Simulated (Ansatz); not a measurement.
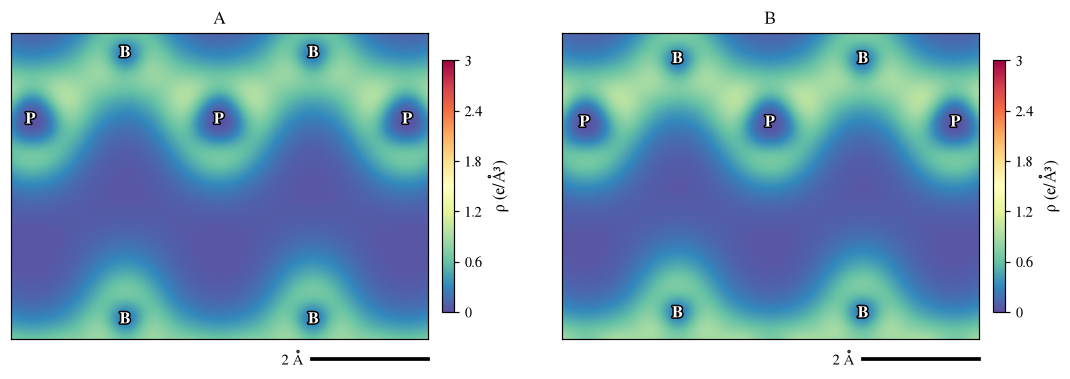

BP. The valence electron density of two cells that differ in size and shape, on the (011̄) plane of each (indices in the axes of the calculation cell), at one length scale and on one colour scale; one has 11.3 and the other 12.2 Å³ an atom.

Computed with DFT PBEsol, scalar-relativistic, plane waves, PAW (Ansatz 0.2.0).

The larger cell:

```
B P
1.0
     0.00000    2.30428    2.30428
     2.30428    0.00000    2.30428
     2.30428    2.30428    0.00000
B P
1 1
Direct
  0.00000 0.00000 0.00000
  0.75000 0.75000 0.75000
```

The smaller cell: a = 3.210 Å, b = 3.112 Å, c = 3.210 Å, α = 61.01°, β = 57.99°, γ = 61.01°.

### Which panel shows the smaller cell, and what does the compression change?

Panel B is the smaller cell, by 8 % in volume. From the larger cell to the smaller, B–P goes from 2.00 to 1.95 Å, and the density at its midpoint from 0.85 to 0.91 e/Å³; the pressure goes from −9 to 3.5 GPa; the Kohn–Sham gap goes from 1.2 eV to 0.63 eV.
